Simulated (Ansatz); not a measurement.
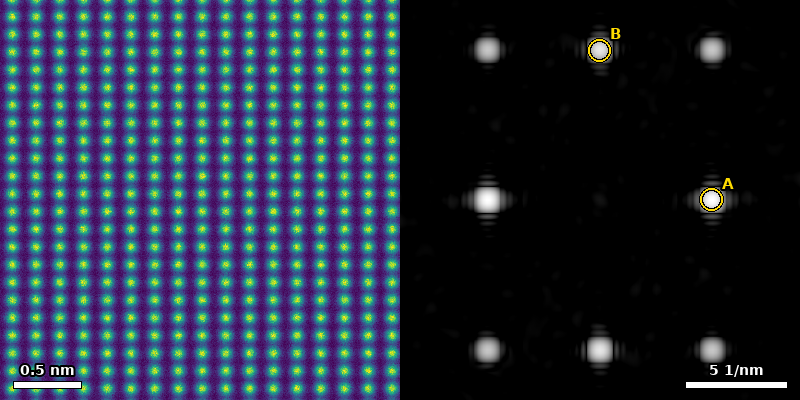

Z-contrast image of Ir (Cmcm, No. 63) along [010]. The image is simulated as a sum over atoms of Z^1.6, blurred by a 0.78 Å probe (no channelling). The probe carries 25 % of its weight in a tail 2.5 times as wide. Shot noise was added. Structure: the geometry relaxed with DFT, m-r2SCAN, plane waves (500 eV) with PAW, scalar-relativistic (Ansatz 0.2.0); the starting structure was generated, so it need not be a known form of this composition.

The right panel is the modulus of the image's Fourier transform on a logarithmic scale.

a = 2.657 Å, b = 6.552 Å, c = 3.559 Å, α = 90.00°, β = 90.00°, γ = 90.00°

Index the marked spots and give their plane spacings (the zone axis points at the viewer; indices equivalent by symmetry, or all signs reversed, are as good).

A: (002), d = 1.78 Å; B: (200), d = 1.33 Å. A and B enclose 90°, and every spot obeys the zone law hu + kv + lw = 0 for [010].
